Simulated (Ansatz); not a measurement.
Consider ZnF.

```
Zn F
1.0
     4.85475    0.00000    0.00000
     0.00000    4.85475    0.00000
     0.00000    0.00000    4.85475
Zn F
4 4
Direct
  0.00000 0.00000 0.00000
  0.50000 0.50000 0.00000
  0.50000 0.00000 0.50000
  0.00000 0.50000 0.50000
  0.50000 0.00000 0.00000
  0.00000 0.50000 0.00000
  0.00000 0.00000 0.50000
  0.50000 0.50000 0.50000
```

Space group Fm-3m; started from the rock salt_225 prototype, which need not be the ambient phase; computed without spin polarisation.

Computed with DFT PBE, scalar-relativistic, plane waves, PAW in Ansatz.

### What will maps of the valence pseudo-density and electron localisation function show?

Zn–F (2.43 Å): the density is about 0.2 e/Å³ at the midpoint; the ELF is about 0.10 at the midpoint: no localised pair shows between them.

### Does the calculation give a band gap?

It is metallic or semimetallic at this level of theory: no gap opens.

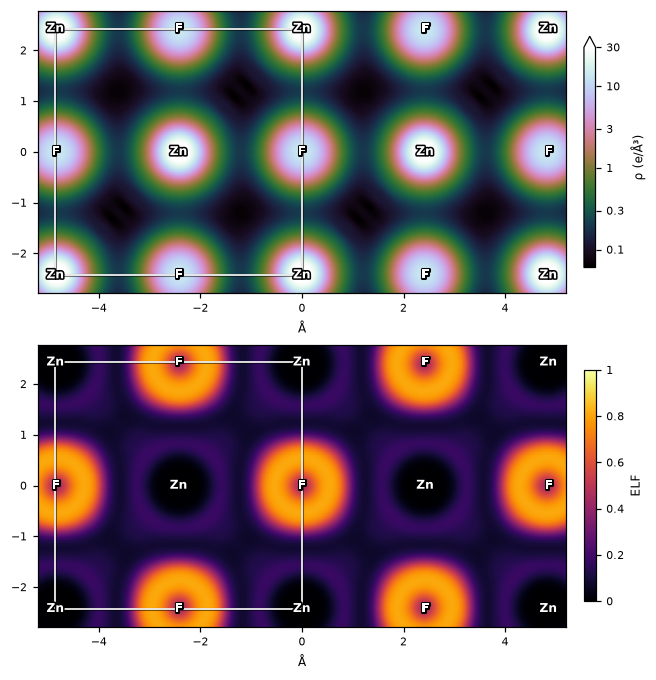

Computed valence pseudo-density and electron localisation function on the (010) plane of the conventional cell, in this order. 
